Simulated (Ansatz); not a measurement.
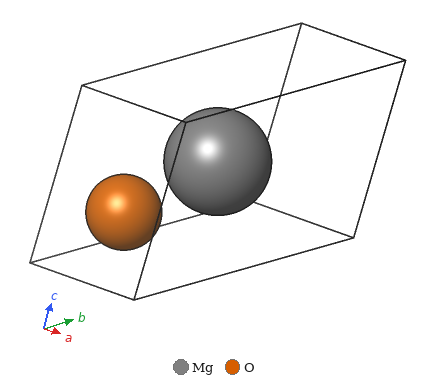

We look at a spheres-only model of the crystal slightly off an axis. One simulation cell is framed, with atoms on its boundary repeated.

The run was set up as follows:
```yaml
crystal:
  lattice:
    - [0.0, 2.3061620622, 2.3061620622]
    - [2.3061620622, 0.0, 2.3061620622]
    - [2.3061620622, 2.3061620622, 0.0]
  atoms:
    - { symbol: Mg, position: [0.5, 0.5, 0.5] }
    - { symbol: O, position: [0.25, 0.25, 0.25] }
basis:
  ecutwfc: 420
kpoints:
  mp_grid: { grid: [8, 8, 8] }
  band_path:
    path:
      - [[0.0, 0.0, 0.0], [-0.5, -0.5, 0.0], [-0.375, -0.375, 0.25]]
      - [[-0.375, 0.0, 0.375], [0.0, 0.0, 0.0], [0.0, 0.0, 0.5], [-0.5, -0.25, 0.25], [-0.5, -0.5, 0.0]]
    npoints: 14
hamiltonian:
  xc: pbesol
scf:
  occupations: { method: gaussian, width: 0.02 }
  n_extra_bands: 6
output:
  forces: true
  stress: true
  eigenvalues: true
  populations: true
  dos: { projected: true, de: 0.02, nscf_kmesh: { grid: [12, 12, 12] } }
  bader: true
  write_density: true
  write_potential: true
  elf: true
  volumetric_format: npy
```
Run as:
```sh
ansatz run input.yaml --threads 1 --pin off --max-ram 2560MiB --backend cpu --events-out ev --progress --plain --runs-dir out
```

The calculation used Ansatz 0.2.0, DFT PBEsol, scalar-relativistic, plane waves, PAW, with plane waves up to 420 eV, an 8×8×8 grid in reciprocal space, Gaussian smearing of 0.02 eV, no spin polarisation.

### What charge does Bader's analysis assign to each element?

Mg +1.69 e; O -1.69 e. The transfer is large, as in an ionic solid.

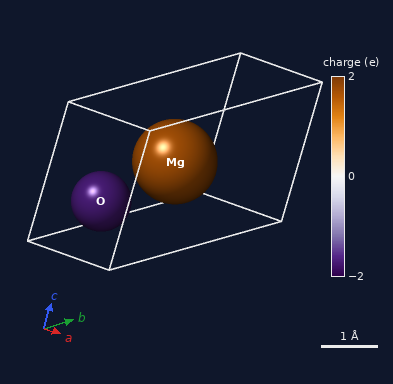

The atoms coloured by those charges.

The starting point was a structure type filled with these elements by a generator (whether the compound takes this form wasn't checked). Earlier steps of the study may have refined or changed the cell and positions. It was run through Ansatz as a DFT input.
